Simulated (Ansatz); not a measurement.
# From Hf to Ti

System: Hf (2 atoms in the cell).
Method of run 1: DFT PBEsol, scalar-relativistic, plane waves, PAW, no spin polarisation (Ansatz 0.2.0).
System of run 2: Ti (2 atoms in the cell).

On run 1: The structure was made by swapping elements on the sites of another compound; it need not be a known phase. On run 2: The structure derives from an entry of the Crystallography Open Database. Text and figures count atoms from 1; the logs count them from 0 in places.

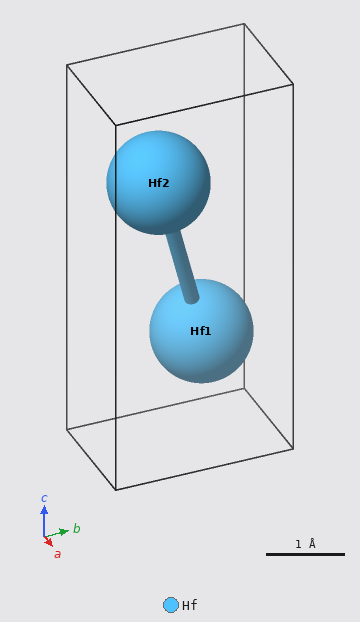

**Figure 1.** The input geometry (ball-and-stick view of the cell of the calculation, seen slightly off an axis; atoms are numbered from 1 in the order of the input). An atom can appear more than once, as a periodic image.

### Input file, run 1
```yaml
crystal:
  lattice:
    - [3.0870934832, 0.0, 0.0]
    - [-1.5435467416, 2.6735013803, 0.0]
    - [0.0, 0.0, 4.8864448651]
  atoms:
    - { symbol: Hf, position: [0.3333333333, 0.6666666667, 0.25] }
    - { symbol: Hf, position: [0.6666666667, 0.3333333333, 0.75] }
basis:
  ecutwfc: 420
kpoints:
  mp_grid: { grid: [6, 6, 4] }
hamiltonian:
  xc: pbesol
scf:
  occupations: { method: gaussian, width: 0.1 }
output:
  forces: true
  stress: true
  eigenvalues: true
```

Launched with:
```bash
ansatz run input.yaml --threads 1 --pin off --max-ram 2560MiB --backend cpu --events-out ev --progress --plain --runs-dir out
```

Hardware: 1 thread of Arm Neoverse V1, 24 GiB of memory available, shared host.

### Output, shortened to warnings, some set-up lines, iterations and results (run 1)
```
Basis set: ecut = 420 eV, 773 PW (Γ), exchange–correlation on 48×48×72 points (8 copies of the dense FFT grid, shifted against one another)
Symmetry: 24 space group operations
k-points: 21 of 144
Initial density: superposition of atomic densities (neutral atoms: chi_scale 0, normalization atom), corrected by the library's trained network
[...]
SCF iter   1: F=—  HF=-31195.956071 eV  |F-HF|=—  |Δ(HF+E_count)|=         —  Δρ=3.81e-3  dr2=2.92e-3  ethr=1.77e-3  ⟨swp⟩=4.5  Hψ=2227  notcnv=0
SCF iter   2: F=—  HF=-31195.956168 eV  |F-HF|=—  |Δ(HF+E_count)|=   9.71e-5  Δρ=2.04e-3  dr2=7.42e-4  ethr=5.62e-6  ⟨swp⟩=2.2  Hψ=1297  notcnv=0
SCF iter   3: F=—  HF=-31195.956302 eV  |F-HF|=—  |Δ(HF+E_count)|=   1.34e-4  Δρ=7.38e-4  dr2=1.43e-4  ethr=1.43e-6  ⟨swp⟩=2.2  Hψ=1101  notcnv=0
SCF iter   4: F=—  HF=-31195.956253 eV  |F-HF|=—  |Δ(HF+E_count)|=   4.89e-5  Δρ=1.67e-4  dr2=7.21e-6  ethr=2.75e-7  ⟨swp⟩=2.0  Hψ=1192  notcnv=0
SCF iter   5: F=—  HF=-31195.956265 eV  |F-HF|=—  |Δ(HF+E_count)|=   1.12e-5  Δρ=2.78e-5  dr2=1.64e-7  ethr=1.39e-8  ⟨swp⟩=2.0  Hψ=1192  notcnv=0
SCF iter   6: F=-31195.956265 eV  HF=-31195.956265 eV  |F-HF|=7.56e-9  |Δ(HF+E_count)|=   1.04e-7  Δρ=3.95e-6  dr2=3.70e-9  ethr=1.92e-10  ⟨swp⟩=7.2  Hψ=2914  notcnv=0
SCF 1 converged in 6 iterations: F = -31195.956265 eV  dr2 = 3.70e-9
SCF converged after 6 iterations
Free energy (F): -31195.956265 eV
Harris-Foulkes:  -31195.956265 eV  (|F-HF|=7.56e-9)
Internal energy: -31195.945555 eV  (E = F + TS)
E sigma→0 (E₀):  -31195.950910 eV
Entropy (-TS):   -0.010710 eV (-5.355 meV/atom)
Fermi energy:    22.199734 eV
--- Per-component energies (eV) ---
  E_band       = 198.806049
  E_kinetic    = 857.469156
  E_local      = -9594.047400  (includes V_loc(G=0)·N_el)
  E_nonlocal   = -2476.444529
  E_hartree    = 4557.360277
  E_xc         = -598.582507
  E_vxc        = -535.950289  (∫ρ·V_xc dr)
  E_paw        = -13616.748407  (= ΣΔE_a)
  E_vpaw       = 2833.058674  (= ΣTr[D̂ρ^β])
  E_aug_tail   = -0.000003  (compensation charges beyond the density's cutoff)
  E_ewald      = -10327.454326
  E_core_change = 2.502183  (= ΣΔE_core)
  E_smearing   = -0.010710  (= −TS)
  E_closure    = 0.000000  (closes the sum)
  Σ components = -31195.956265   (vs F -31195.956265, Δ=0.00e0)
--- Forces (eV/Å), atoms counted from 1 ---
  atom   1  Hf     0.00000000    -0.00000000     0.00000000
  atom   2  Hf     0.00000000     0.00000000     0.00000000
  max |Σ_I F_I| component: 1.11e-16 eV/Å
--- Stress (GPa, compression-positive) ---
        8.097034       0.000000       0.000000
        0.000000       8.097034       0.000000
        0.000000       0.000000       8.838427
  P = ⅓ Tr σ = 8.3442 GPa (83.442 kbar)
```

The input of run 2 differs as follows (lines with − go, lines with + come):
```diff
-    - [3.0870934832, 0.0, 0.0]
-    - [-1.5435467416, 2.6735013803, 0.0]
-    - [0.0, 0.0, 4.8864448651]
+    - [2.9499978604, 0.0, 0.0]
+    - [-1.4749989302, 2.5547730882, 0.0]
+    - [0.0, 0.0, 4.686]
-    - { symbol: Hf, position: [0.3333333333, 0.6666666667, 0.25] }
-    - { symbol: Hf, position: [0.6666666667, 0.3333333333, 0.75] }
+    - { symbol: Ti, position: [0.3333333333, 0.6666666667, 0.25] }
+    - { symbol: Ti, position: [0.6666666667, 0.3333333333, 0.75] }
```

What does this change do to the results?

The total energies belong to different systems, so their difference says nothing on which is more stable or more accurate. The pressure goes from 8.34 to −5.85 GPa. The volume per atom goes from 20.16 to 17.66 Å³. The number of SCF iterations is the same. The plane waves at Γ go from 773 to 687.

### Output, shortened to warnings, some set-up lines, iterations and results (run 2)
```
Basis set: ecut = 420 eV, 687 PW (Γ), exchange–correlation on 40×40×64 points (8 copies of the dense FFT grid, shifted against one another)
Symmetry: 24 space group operations
k-points: 21 of 144
Initial density: superposition of atomic densities (neutral atoms: chi_scale 0, normalization atom), corrected by the library's trained network
[...]
SCF iter   1: F=—  HF=-4947.753520 eV  |F-HF|=—  |Δ(HF+E_count)|=         —  Δρ=7.87e-3  dr2=1.61e-2  ethr=1.77e-3  ⟨swp⟩=3.7  Hψ=1355  notcnv=0
SCF iter   2: F=—  HF=-4947.748974 eV  |F-HF|=—  |Δ(HF+E_count)|=   4.55e-3  Δρ=3.57e-3  dr2=3.45e-3  ethr=6.73e-5  ⟨swp⟩=2.0  Hψ=577  notcnv=0  defer=2
SCF iter   3: F=—  HF=-4947.748085 eV  |F-HF|=—  |Δ(HF+E_count)|=   8.89e-4  Δρ=2.97e-4  dr2=9.21e-6  ethr=1.44e-5  ⟨swp⟩=3.0  Hψ=598  notcnv=0  defer=2
SCF iter   4: F=—  HF=-4947.748079 eV  |F-HF|=—  |Δ(HF+E_count)|=   6.01e-6  Δρ=5.22e-5  dr2=4.05e-7  ethr=3.84e-8  ⟨swp⟩=2.0  Hψ=557  notcnv=0  defer=2
SCF iter   5: F=-4947.748080 eV  HF=-4947.748080 eV  |F-HF|=2.23e-8  |Δ(HF+E_count)|=   1.22e-7  Δρ=1.44e-5  dr2=5.10e-8  ethr=1.69e-9  ⟨swp⟩=2.2  Hψ=584  notcnv=0  defer=2
SCF iter   6: F=-4947.748080 eV  HF=-4947.748080 eV  |F-HF|=1.97e-9  |Δ(HF+E_count)|=   4.12e-9  Δρ=4.33e-6  dr2=4.67e-9  ethr=2.13e-10  ⟨swp⟩=2.3  Hψ=1051  notcnv=0
SCF 1 converged in 6 iterations: F = -4947.748080 eV  dr2 = 4.67e-9
SCF converged after 6 iterations
Free energy (F): -4947.748080 eV
Harris-Foulkes:  -4947.748080 eV  (|F-HF|=1.97e-9)
Internal energy: -4947.729631 eV  (E = F + TS)
E sigma→0 (E₀):  -4947.738855 eV
Entropy (-TS):   -0.018449 eV (-9.224 meV/atom)
Fermi energy:    13.063904 eV
--- Per-component energies (eV) ---
  E_band       = -321.870393
  E_kinetic    = 543.238955
  E_local      = -1644.665357  (includes V_loc(G=0)·N_el)
  E_nonlocal   = 18.617375
  E_hartree    = 671.901522
  E_xc         = -192.874099
  E_vxc        = -242.302427  (∫ρ·V_xc dr)
  E_paw        = -2044.705757  (= ΣΔE_a)
  E_vpaw       = -340.559369  (= ΣTr[D̂ρ^β])
  E_aug_tail   = 0.000232  (compensation charges beyond the density's cutoff)
  E_ewald      = -2299.521270
  E_core_change = 0.278769  (= ΣΔE_core)
  E_smearing   = -0.018449  (= −TS)
  E_closure    = 0.000000  (closes the sum)
  Σ components = -4947.748080   (vs F -4947.748080, Δ=0.00e0)
--- Forces (eV/Å), atoms counted from 1 ---
  atom   1  Ti     0.00000000    -0.00000000     0.00000000
  atom   2  Ti    -0.00000000     0.00000000     0.00000000
  max |Σ_I F_I| component: 3.70e-17 eV/Å
--- Stress (GPa, compression-positive) ---
       -6.019648      -0.000000       0.000000
       -0.000000      -6.019648       0.000000
        0.000000       0.000000      -5.520190
  P = ⅓ Tr σ = -5.8532 GPa (-58.532 kbar)
```

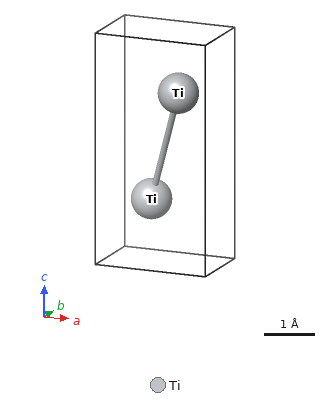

**Figure 2.** The input structure of run 2 (ball-and-stick view of the cell of the calculation, seen slightly off an axis). An atom can appear more than once, as a periodic image.

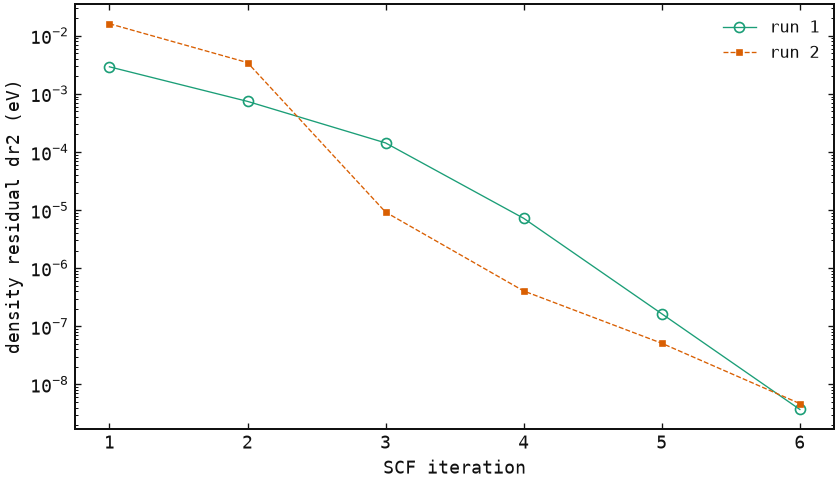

**Figure 3.** Convergence of the two runs: density residual dr2 against the SCF iteration. Run 1 takes 6 iterations in all, and run 2 takes 6.

### The two runs side by side

| quantity | run 1 | run 2 |
| --- | --- | --- |
| outcome | converged | converged |
| free energy per atom (eV) | −15597.9781 | −2473.8740 |
| energy per atom, smearing taken to zero (eV) | −15597.9755 | −2473.8694 |
| gap on the mesh (eV) | 0.00 | 0.00 |
| pressure (GPa) | 8.34 | −5.85 |
| volume per atom (Å³) | 20.16 | 17.66 |
| largest force (eV/Å) | 0.000 | 0.000 |
| SCF iterations | 6 | 6 |
| irreducible k-points | 21 | 21 |
| plane waves at Γ | 773 | 687 |
| wall time (shared host) | 1.7 s | 0.9 s |

For run 1: Spin–orbit coupling is left out, which matters for Hf. The cell is under a pressure of 8.3 GPa at this level, so it is not at its equilibrium volume. For run 2: The cell is under a tension of 5.9 GPa at this level, so it is not at its equilibrium volume.
